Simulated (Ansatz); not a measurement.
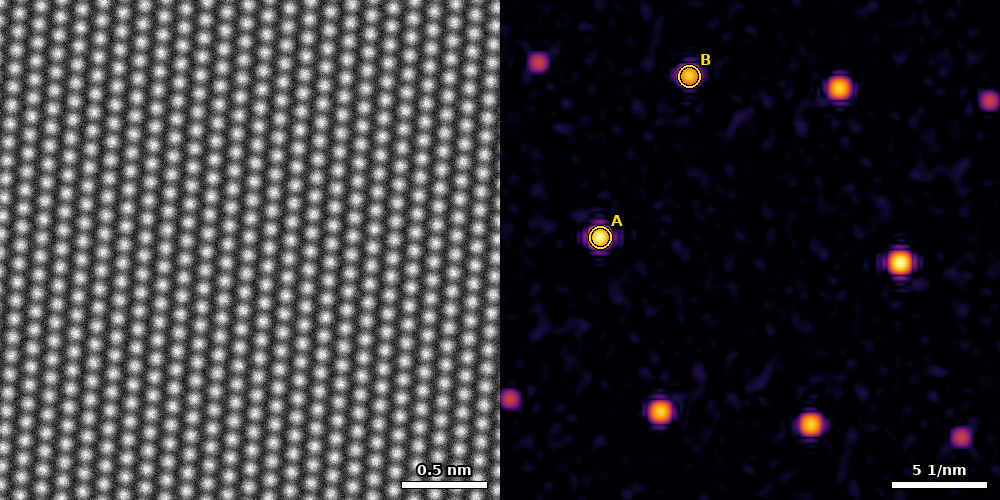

iDPC-like image of Co (Fd-3m, No. 227) along [210]. Simulated as the projected potential of neutral atoms (B = 0.5 Å²) blurred by a 0.50 Å probe, the thin-sample limit of integrated differential phase contrast. The display is stretched by a gamma of 0.8; percentages refer to the linear signal. Shot noise was added. Structure used: the geometry relaxed with DFT, revPBE, plane waves (420 eV) with PAW, scalar-relativistic in Ansatz 0.2.0; the starting structure was generated, so it need not be a known form of this composition.

The right panel is the modulus of the image's Fourier transform on a logarithmic scale.

a = 4.959 Å, b = 4.959 Å, c = 4.959 Å, α = 90.00°, β = 90.00°, γ = 90.00°

Question: Index the marked spots and give their plane spacings (the zone axis points at the viewer; indices equivalent by symmetry, or all signs reversed, are as good).

Answer: A: (0 0 -4), d = 1.24 Å; B: (2 -4 -2), d = 1.01 Å. A and B enclose 66°, and every spot obeys the zone law hu + kv + lw = 0 for [210].
